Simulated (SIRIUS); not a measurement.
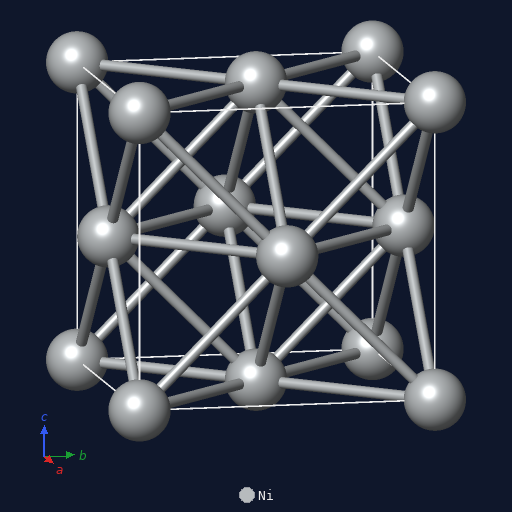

System: Ni, space group Fm-3m (No. 225). The picture shows the conventional cell.

The given structure:
```cif
data_structure
_symmetry_space_group_name_H-M 'P 1'
_symmetry_Int_Tables_number 1
_cell_length_a 2.4573
_cell_length_b 2.4573
_cell_length_c 2.4573
_cell_angle_alpha 60.000
_cell_angle_beta 60.000
_cell_angle_gamma 60.000
_cell_volume 10.49
loop_
_atom_site_label
_atom_site_type_symbol
_atom_site_fract_x
_atom_site_fract_y
_atom_site_fract_z
_atom_site_occupancy
Ni1 Ni 0.00000 0.00000 0.00000 1
```

How it was computed, with SIRIUS 7.12.0: plane-wave DFT, collinear spins; energies at scaled volumes of the given cell, shape and fractions fixed, counted from the fit's minimum, third-order Birch-Murnaghan fit. Level: PBEsol, collinear spin.

- k mesh: 13×13×13
- occupations: Fermi–Dirac
- smearing width: 0.05 eV
- potentials: dojo sr pbesol 0.4.1 standard
- wave cutoff: 1333 eV
- density cutoff: 5334 eV

What does the calculation give for the energy and pressure against volume? The volume takes the values 9.86, 10.07, 10.28, 10.49, 10.70, 10.91, 11.12 Å³/atom.

A third-order Birch–Murnaghan fit gives V0 = 10.38 Å³/atom, B0 = 231 GPa and B′ = 4.9. The energy is 20.61 meV/atom at volume 9.86 Å³/atom and 33.25 meV/atom at 11.12 Å³/atom; the lowest computed point is at volume 10.28 Å³/atom (0.69 meV/atom), and no other minimum shows. The pressure falls from 13.35 GPa at volume 9.86 Å³/atom to −13.48 GPa at 11.12 Å³/atom, and changes sign near 10.38 Å³/atom.

```csv
volume (Å³/atom),energy (meV/atom),pressure (GPa)
9.86,20.61,13.35
10.07,7.01,7.46
10.28,0.69,2.22
10.49,0.84,-2.43
10.70,6.73,-6.56
10.91,17.73,-10.23
11.12,33.25,-13.48
```

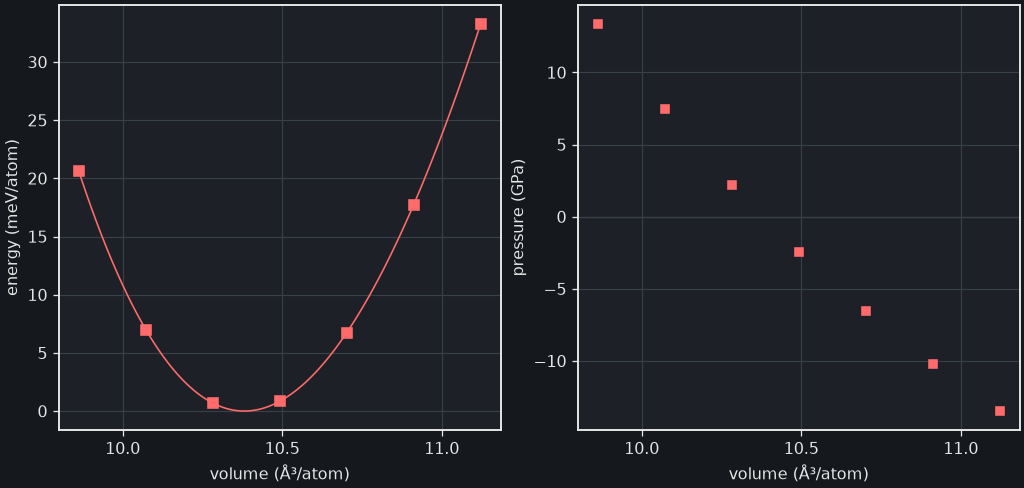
